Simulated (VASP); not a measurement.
## Run report: Mo, geometry relaxation (part 1 of 2)

Mo (Im-3m, 1 atom in the cell), computed with Kohn-Sham DFT of a periodic cell, PBE, VASP PAW PBE potentials, recommended, no spin polarisation (VASP 6.6.1).

The structure derives from an entry of the Crystallography Open Database.

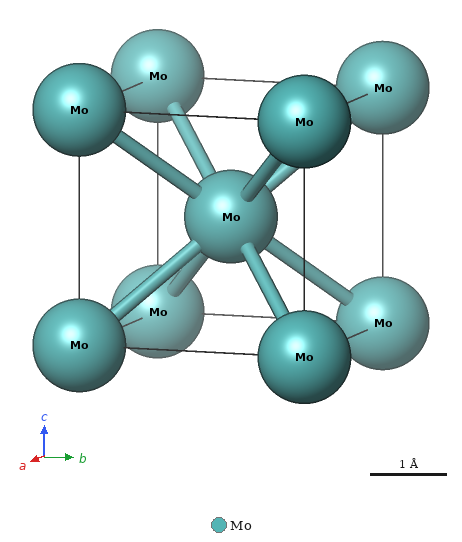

Figure 1. The input geometry (ball-and-stick view of the cell 2 times as large as that of the calculation, set on its symmetry axes, seen slightly off an axis). Near neighbours in the crystal (not all of them lie inside the picture): Mo has 8 Mo at 2.73 Å.

Key numbers

- outcome: converged
- space group (tolerance 0.01 Å): Im-3m (229)
- electrons treated: 14
- free energy: −10.9375 eV
- Fermi energy: 12.386 eV
- gap on the k-point mesh: none (metallic)
- pressure: 0.02 GPa
- final volume: 15.82 Å³
- largest force (length of the vector) at the end: under 0.001 eV/Å
- final cell: a = 2.739 Å, b = 2.739 Å, c = 2.739 Å, α = 109.47°, β = 109.47°, γ = 109.47°
- hardware: 1 thread of Intel Xeon (Granite Rapids), 144 GiB of memory available, shared host
- wall time: 86 s
- peak memory: 0.2 GiB

INCAR
```
SYSTEM = Mo
  ALGO = Normal
  EDIFF = 1E-7
  EDIFFG = -0.002
  ENCUT = 520
  GGA = PE
  IBRION = 2
  ISIF = 3
  ISMEAR = 0
  LASPH = .TRUE.
  LCHARG = .FALSE.
  LREAL = .FALSE.
  LWAVE = .FALSE.
  NELM = 100
  NSW = 80
  PREC = Accurate
  SIGMA = 0.1
```

KPOINTS
```
k-points
0
G
  26 26 26
  0 0 0
```

POSCAR
```
Mo
1.0
   -1.5734150000      1.5734150000      1.5734150000
    1.5734150000     -1.5734150000      1.5734150000
    1.5734150000      1.5734150000     -1.5734150000
Mo
1
Direct
    0.0000000000      0.0000000000      0.0000000000
```

Launch command:
```bash
cat potpaw_PBE.64/Mo_sv/POTCAR > POTCAR
mpirun -np 1 vasp_std > vasp.out
```

OSZICAR
```
N       E                     dE             d eps       ncg     rms          rms(c)
DAV:   1     0.905056436079E+02    0.90506E+02   -0.82975E+03 11301   0.131E+03
DAV:   2    -0.102576670002E+02   -0.10076E+03   -0.97441E+02 12249   0.342E+02
DAV:   3    -0.115848745102E+02   -0.13272E+01   -0.13148E+01 13010   0.392E+01
DAV:   4    -0.115885721845E+02   -0.36977E-02   -0.36969E-02 12308   0.239E+00
DAV:   5    -0.115885916954E+02   -0.19511E-04   -0.19513E-04 13076   0.171E-01    0.148E+01
DAV:   6    -0.110165109132E+02    0.57208E+00   -0.10174E+00 12154   0.122E+01    0.406E+00
DAV:   7    -0.109381307274E+02    0.78380E-01   -0.21001E-01 13226   0.520E+00    0.934E-01
DAV:   8    -0.109344001960E+02    0.37305E-02   -0.40967E-03 11773   0.916E-01    0.185E-01
DAV:   9    -0.109344707153E+02   -0.70519E-04   -0.94326E-05 13294   0.135E-01    0.778E-02
DAV:  10    -0.109344804692E+02   -0.97540E-05   -0.11470E-05 11989   0.447E-02    0.760E-03
DAV:  11    -0.109344805726E+02   -0.10337E-06   -0.25302E-07 13397   0.547E-03    0.137E-03
DAV:  12    -0.109344803687E+02    0.20386E-06   -0.95742E-09  6692   0.126E-03    0.970E-05
DAV:  13    -0.109344803833E+02   -0.14549E-07   -0.51906E-10  6260   0.325E-04
   1 F= -.10934480E+02 E0= -.10933191E+02  d E =-.109345E+02
       N       E                     dE             d eps       ncg     rms          rms(c)
DAV:   1    -0.115094999617E+02   -0.57502E+00   -0.14703E+01 11662   0.550E+01    0.663E+00
DAV:   2    -0.109423126040E+02    0.56719E+00   -0.13076E+00 11458   0.140E+01    0.151E+00
DAV:   3    -0.109116692100E+02    0.30643E-01   -0.14675E-01 12258   0.471E+00    0.772E-01
DAV:   4    -0.109151238888E+02   -0.34547E-02   -0.16722E-03 11838   0.494E-01    0.257E-01
DAV:   5    -0.109156558701E+02   -0.53198E-03   -0.35451E-04 12452   0.207E-01    0.123E-02
DAV:   6    -0.109156572852E+02   -0.14150E-05   -0.30287E-06 12585   0.205E-02    0.348E-03
DAV:   7    -0.109156580677E+02   -0.78251E-06   -0.52130E-08  8221   0.336E-03    0.693E-04
DAV:   8    -0.109156580307E+02    0.36978E-07   -0.52748E-09  6668   0.100E-03
   2 F= -.10915658E+02 E0= -.10914380E+02  d E =0.188224E-01
       N       E                     dE             d eps       ncg     rms          rms(c)
DAV:   1    -0.112461831347E+02   -0.33053E+00   -0.76167E+00 11665   0.390E+01    0.638E+00
DAV:   2    -0.109575659176E+02    0.28862E+00   -0.59587E-01 11554   0.988E+00    0.101E+00
DAV:   3    -0.109354197197E+02    0.22146E-01   -0.89255E-02 12178   0.372E+00    0.106E+00
DAV:   4    -0.109374395610E+02   -0.20198E-02   -0.13340E-03 11781   0.445E-01    0.138E-01
DAV:   5    -0.109375166930E+02   -0.77132E-04   -0.20420E-04 12823   0.178E-01    0.178E-02
DAV:   6    -0.109375122110E+02    0.44821E-05   -0.42607E-06 12079   0.286E-02    0.294E-03
DAV:   7    -0.109375119793E+02    0.23167E-06   -0.41798E-08  8329   0.288E-03    0.391E-04
DAV:   8    -0.109375120296E+02   -0.50336E-07   -0.40491E-09  6269   0.910E-04
   3 F= -.10937512E+02 E0= -.10936238E+02  d E =-.303165E-02
       N       E                     dE             d eps       ncg     rms          rms(c)
DAV:   1    -0.109375296635E+02   -0.17684E-04   -0.42495E-04 11752   0.294E-01    0.441E-02
DAV:   2    -0.109375130145E+02    0.16649E-04   -0.33951E-05 11656   0.736E-02    0.761E-03
DAV:   3    -0.109375120426E+02    0.97191E-06   -0.48527E-06 12342   0.274E-02    0.666E-03
DAV:   4    -0.109375128057E+02   -0.76311E-06   -0.79541E-08  8662   0.340E-03    0.311E-04
DAV:   5    -0.109375128246E+02   -0.18865E-07   -0.10691E-08  5750   0.137E-03
   4 F= -.10937513E+02 E0= -.10936238E+02  d E =-.303244E-02
       N       E                     dE             d eps       ncg     rms          rms(c)
DAV:   1    -0.109375128165E+02   -0.10728E-07   -0.76956E-09  5651   0.129E-03    0.153E-04
DAV:   2    -0.109375128185E+02   -0.20229E-08   -0.92234E-10  5660   0.431E-04
   5 F= -.10937513E+02 E0= -.10936238E+02  d E =0.611408E-08
       N       E                     dE             d eps       ncg     rms          rms(c)
DAV:   1    -0.109375128281E+02   -0.11667E-07   -0.72029E-08  5639   0.388E-03    0.560E-04
DAV:   2    -0.109375128331E+02   -0.49654E-08   -0.64035E-09  5657   0.101E-03
   6 F= -.10937513E+02 E0= -.10936238E+02  d E =-.849536E-08
       N       E                     dE             d eps       ncg     rms          rms(c)
DAV:   1    -0.109375128277E+02    0.39813E-09   -0.86924E-10  5639   0.323E-04    0.999E-05
DAV:   2    -0.109375128251E+02    0.25855E-08   -0.23439E-11  5648   0.550E-05
   7 F= -.10937513E+02 E0= -.10936238E+02  d E =0.794898E-08
       N       E                     dE             d eps       ncg     rms          rms(c)
DAV:   1    -0.109375128196E+02    0.81045E-08   -0.13929E-10  5642   0.171E-04    0.232E-05
DAV:   2    -0.109375128178E+02    0.18565E-08   -0.90850E-12  5642   0.371E-05
   8 F= -.10937513E+02 E0= -.10936238E+02  d E =0.153245E-07
```

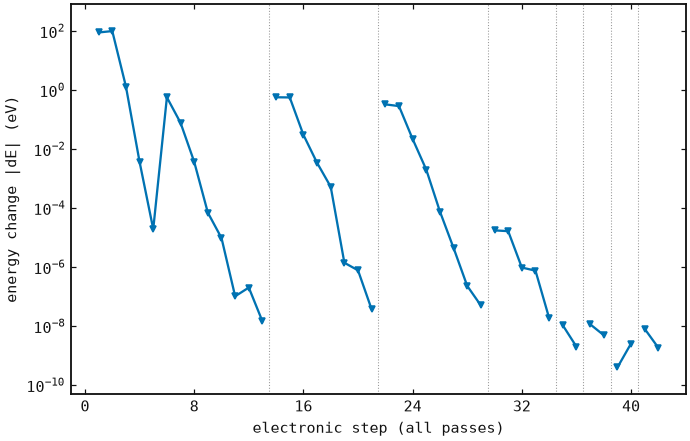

Figure 2. Convergence of the self-consistent field: energy change |dE| against the electronic step. Each stretch between dotted lines is the SCF of one geometry step of a relaxation. The 8 ionic steps take 2 to 13 electronic steps each. The density is held fixed in the first few steps, and dE rises again when its update begins.

Parts of OUTCAR
```
SYSTEM = Mo
   EDIFF = 1E-7
   EDIFFG = -0.002
   ENCUT = 520
   GGA = PE
   IBRION = 2
   ISIF = 3
   ISMEAR = 0
   LASPH = .TRUE.
   LREAL = .FALSE.
   NELM = 100
   NSW = 80
   PREC = Accurate

 ion  position               nearest neighbor table
   1  0.000  0.000  0.000-

  LATTYP: Found a body centered cubic cell.
 ALAT       =     3.1468300000

  Lattice vectors:

 A1 = (  -1.5734150000,   1.5734150000,   1.5734150000)
 A2 = (   1.5734150000,  -1.5734150000,   1.5734150000)
 A3 = (   1.5734150000,   1.5734150000,  -1.5734150000)

Analysis of symmetry for initial positions (statically):
=====================================================================
 Subroutine PRICEL returns:
 Original cell was already a primitive cell.

 Routine SETGRP: Setting up the symmetry group for a
 body centered cubic supercell.

 Subroutine GETGRP returns: Found 48 space group operations
 (whereof 48 operations were pure point group operations)
 out of a pool of 48 trial point group operations.

The static configuration has the point symmetry O_h .

Analysis of symmetry for dynamics (positions and initial velocities):
=====================================================================
 Subroutine PRICEL returns:
 Original cell was already a primitive cell.

 Routine SETGRP: Setting up the symmetry group for a
 body centered cubic supercell.

 Subroutine GETGRP returns: Found 48 space group operations
 (whereof 48 operations were pure point group operations)
 out of a pool of 48 trial point group operations.

The dynamic configuration has the point symmetry O_h .

 Subroutine INISYM returns: Found 48 space group operations
 (whereof 48 operations are pure point group operations),
 and found     1 'primitive' translations

----------------------------------------------------------------------------------------

                                     Primitive cell

  volume of cell :      15.5808

  direct lattice vectors                    reciprocal lattice vectors
    -1.573415000  1.573415000  1.573415000     0.000000000  0.317780115  0.317780115
     1.573415000 -1.573415000  1.573415000     0.317780115  0.000000000  0.317780115
     1.573415000  1.573415000 -1.573415000     0.317780115  0.317780115  0.000000000

  length of vectors
     2.725234721  2.725234721  2.725234721     0.449408949  0.449408949  0.449408949

  position of ions in fractional coordinates (direct lattice)
     0.000000000  0.000000000  0.000000000

  ion indices of the primitive-cell ions
   primitive index   ion index
                 1           1

----------------------------------------------------------------------------------------

 KPOINTS: k-points

Automatic generation of k-mesh.
 Grid dimensions read from file:
 generate k-points for:   26   26   26

 Generating k-lattice:

  Cartesian coordinates                     Fractional coordinates (reciprocal lattice)
     0.000000000  0.012222312  0.012222312     0.038461538  0.000000000  0.000000000
     0.012222312  0.000000000  0.012222312     0.000000000  0.038461538  0.000000000
     0.012222312  0.012222312  0.000000000     0.000000000  0.000000000  0.038461538

  Length of vectors
     0.017284960  0.017284960  0.017284960

  Shift w.r.t. Gamma in fractional coordinates (k-lattice)
     0.000000000  0.000000000  0.000000000

 Subroutine IBZKPT returns following result:
 ===========================================

 Found    511 irreducible k-points:

 Following reciprocal coordinates:
            Coordinates               Weight
  0.000000  0.000000  0.000000      1.000000
  0.038462  0.000000  0.000000     12.000000
  0.076923  0.000000  0.000000     12.000000
  0.115385  0.000000  0.000000     12.000000
  0.153846  0.000000  0.000000     12.000000
  0.192308  0.000000  0.000000     12.000000
  0.230769  0.000000  0.000000     12.000000
  0.269231  0.000000  0.000000     12.000000
  0.307692  0.000000  0.000000     12.000000
  0.346154  0.000000  0.000000     12.000000
  0.384615  0.000000  0.000000     12.000000
  0.423077  0.000000  0.000000     12.000000
  0.461538  0.000000  0.000000     12.000000
  0.500000  0.000000  0.000000      6.000000
  0.038462  0.038462  0.000000     24.000000
  0.076923  0.038462  0.000000     48.000000
  0.115385  0.038462  0.000000     48.000000
  0.153846  0.038462  0.000000     48.000000
  0.192308  0.038462 -0.000000     48.000000
  0.230769  0.038462  0.000000     48.000000
  0.269231  0.038462  0.000000     48.000000
  0.307692  0.038462  0.000000     48.000000
  0.346154  0.038462  0.000000     48.000000
  0.384615  0.038462  0.000000     48.000000
 [... further k-points ...]
   k-points           NKPTS =    511   k-points in BZ     NKDIM =    511   number of bands    NBANDS=     11
   number of dos      NEDOS =    301   number of ions     NIONS =      1
   total plane-waves  NPLWV =   8000
   dimension x,y,z NGX =    20 NGY =   20 NGZ =   20
   dimension x,y,z NGXF=    40 NGYF=   40 NGZF=   40
   ions per type =               1
   NGX,Y,Z   is equivalent  to a cutoff of  12.20, 12.20, 12.20 a.u.
   NGXF,Y,Z  is equivalent  to a cutoff of  24.40, 24.40, 24.40 a.u.
 SYSTEM =  Mo
   PREC   = accura    normal or accurate (medium, high low for compatibility)
   ISTART =      0    job   : 0-new  1-cont  2-samecut
   ICHARG =      2    charge: 1-file 2-atom 10-const
   ISPIN  =      1    spin polarized calculation?
   LNONCOLLINEAR =      F non collinear calculations
   LSORBIT =      F    spin-orbit coupling
   LASPH  =      T    aspherical Exc in radial PAW
   ENCUT  =  520.0 eV  38.22 Ry    6.18 a.u.   5.07  5.07  5.07*2*pi/ulx,y,z
   NELM   =    100;   NELMIN=  2; NELMDL= -5     # of ELM steps
   EDIFF  = 0.1E-06   stopping-criterion for ELM
   LREAL  =      F    real-space projection
   EDIFFG = -.2E-02   stopping-criterion for IOM
   NSW    =     80    number of steps for IOM
   IBRION =      2    ionic relax: 0-MD 1-quasi-New 2-CG
   NFREE  =      1    steps in history (QN), initial steepest desc. (CG)
   ISIF   =      3    stress and relaxation
   ISYM   =      2    0-nonsym 1-usesym 2-fastsym
   POTIM  = 0.5000    time-step for ionic-motion
   TEBEG  =    0.0;   TEEND  =   0.0 temperature during run
   PSTRESS=    0.0 pullay stress
   NELECT =      14.0000    total number of electrons
   NUPDOWN=      -1.0000    fix difference up-down
   EMIN   =  10.00;   EMAX   =-10.00  energy-range for DOS
   EFERMI =   0.00;   METHOD = LEGACY
   ISMEAR =     0;   SIGMA  =   0.10  broadening in eV -4-tet -1-fermi 0-gaus
   EFERMI_NEDOS =   21; number of points for ismear=-14 and -15
   IALGO  =     38    algorithm
   IMIX   =      4    mixing-type and parameters
     AMIX     =   0.40;   BMIX     =  1.00
     AMIX_MAG =   1.60;   BMIX_MAG =  1.00
  volume/ion in A,a.u.               =      15.58       105.14
  Fermi-wavevector in a.u.,A,eV,Ry     =   1.579747  2.985289 33.954710  2.495601
  Thomas-Fermi vector in A             =   2.680079
   LORBIT       =      0    0 simple, 1 ext, 2 COOP (PROOUT), +10 PAW based schemes
   GGA     = PE    functional components
   LHFCALC =     F    Hartree Fock is set to
   AEXX    =    0.0000 exact exchange contribution
   IVDW    =     0    specifies the selected vdW correction
   LEPSILON=     F    determine dielectric tensor
   LRPA    =     F    only Hartree local field effects (RPA)
 conjugate gradient relaxation of ions
 non-spin polarized calculation
 Gauss-broadening in eV      SIGMA  =   0.10
  energy-cutoff  :      520.00
  volume of cell :       15.58
 maximum number of plane-waves:       432
   NGX = 11   NGY = 11   NGZ = 11

--------------------------------------- Ionic step        1  -------------------------------------------

 number of electron      14.0000001 magnetization

 Free energy of the ion-electron system (eV)
  ---------------------------------------------------
  ext. energy  EPLUGINS =         0.00000000
  ---------------------------------------------------
  free energy    TOTEN  =       -10.93448038 eV

  energy without entropy =      -10.93190171  energy(sigma->0) =      -10.93319105

------------------------ aborting loop because EDIFF is reached ----------------------------------------

  FORCE on cell =-STRESS in cart. coord.  units (eV):
  Direction    XX          YY          ZZ          XY          YZ          ZX
  --------------------------------------------------------------------------------------
  -------------------------------------------------------------------------------------
  Total        0.3992259      0.3992259      0.3992259      0.0000000     -0.0000000      0.0000000
  in kB       41.0524877     41.0524877     41.0524877      0.0000000     -0.0000000      0.0000000
  external PRESSURE =      41.0524877 kB  Pullay stress =       0.0000000 kB

 VOLUME and BASIS-vectors are now :
 -----------------------------------------------------------------------------
  energy-cutoff  :      520.00
  volume of cell :       15.58
      direct lattice vectors                 reciprocal lattice vectors
    -1.573415000  1.573415000  1.573415000     0.000000000  0.317780115  0.317780115
     1.573415000 -1.573415000  1.573415000     0.317780115  0.000000000  0.317780115
     1.573415000  1.573415000 -1.573415000     0.317780115  0.317780115  0.000000000

 POSITION                                       TOTAL-FORCE (eV/Angst)
 -----------------------------------------------------------------------------------
      0.00000      0.00000      0.00000        -0.000000     -0.000000      0.000000
 -----------------------------------------------------------------------------------
    total drift:                                0.000000     -0.000000      0.000000

  FREE ENERGIE OF THE ION-ELECTRON SYSTEM (eV)
  ---------------------------------------------------
  free  energy   TOTEN  =       -10.9344803833 eV

  energy  without entropy=      -10.9319017128  energy(sigma->0) =      -10.93319105

--------------------------------------- Ionic step        2  -------------------------------------------

 number of electron      14.0000003 magnetization

------------------------ aborting loop because EDIFF is reached ----------------------------------------
```
